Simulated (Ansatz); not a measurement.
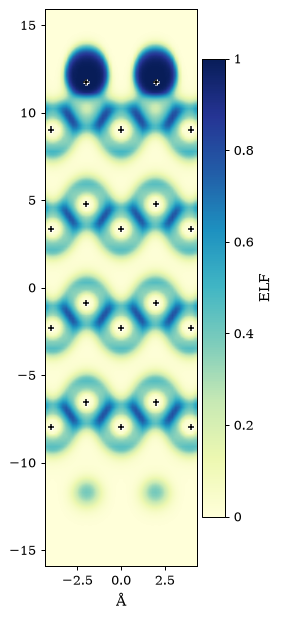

The ELF on a plane through atoms (crosses mark nuclei in the plane).

All numbers below come from Ansatz 0.2.0, DFT r2SCAN, scalar-relativistic, plane waves, PAW.

Candidates:
A. Ge16H3 (slab), a = 4.01 Å, b = 8.02 Å, c = 38.46 Å, α = 90.00°, β = 90.00°, γ = 90.00°. 
B. In2O3, a = 8.37 Å, b = 8.37 Å, c = 8.37 Å, α = 109.47°, β = 109.47°, γ = 109.47°. Space group Ia-3; computed pressure about 36 GPa in this cell.

Q: Which candidate gave the map?

A: Candidate A: Ge16H3 on the (010) plane of the calculation cell, a cut from vacuum to vacuum, which holds Ge and H. Ge–Ge (2.46 Å): the ELF peaks at about 0.80 between the atoms; localised, covalent bonding. Ge–Ge (2.46 Å): the ELF peaks at about 0.80 between the atoms; a covalent bond.
